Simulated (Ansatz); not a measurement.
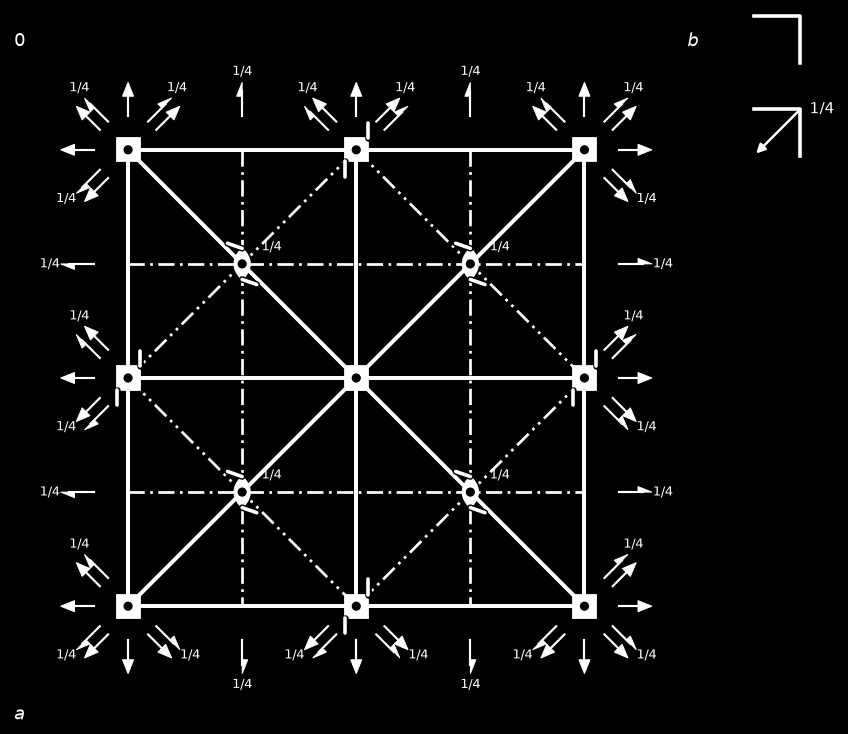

Symmetry elements of a space group, projected down c, computed from the operations of a computed or model structure of composition Ge, which need not be its known form.

Graphical symbols as in the International Tables (origin upper left, heights as fractions; handed screw axes are marked by their printed symbols).

Q: Identify the space group.

A: I4/mmm, No. 139; body-centred tetragonal, point group 4/mmm, 32 general positions a cell.

Q: List the elements shown.

A: 4₂ axes along c at (0, 1/2), (1/2, 0); 4 axes along c at (0, 0), (1/2, 1/2); 2₁ axes along c at (1/4, 1/4), (1/4, 3/4), (3/4, 1/4), (3/4, 3/4); inversion centres at (0, 0), (0, 1/2), (1/4, 1/4; c height 1/4), (1/4, 3/4; c height 1/4), (1/2, 0), (1/2, 1/2), (3/4, 1/4; c height 1/4), (3/4, 3/4; c height 1/4); mirror planes holding c and [1 1 0] or [−1 1 0]; e glide planes holding c and [1 1 0] or [−1 1 0]; mirror planes normal to a, at x = 0, 1/2; n glide planes normal to a, at x = 1/4, 3/4; mirror planes normal to b, at y = 0, 1/2; n glide planes normal to b, at y = 1/4, 3/4; a mirror plane normal to c at height 0; an n glide plane normal to c at height 1/4; 2 axes along [1 1 0] at heights 0, 1/4; 2 axes along [−1 1 0] at heights 0, 1/4; 2 axes along a at height 0; 2 axes along b at height 0; 2₁ axes along [1 1 0] at heights 0, 1/4; 2₁ axes along [−1 1 0] at heights 0, 1/4; 2₁ axes along a at height 1/4; 2₁ axes along b at height 1/4. Heights repeat every half period; positions are (a, b) fractions, modulo 1.
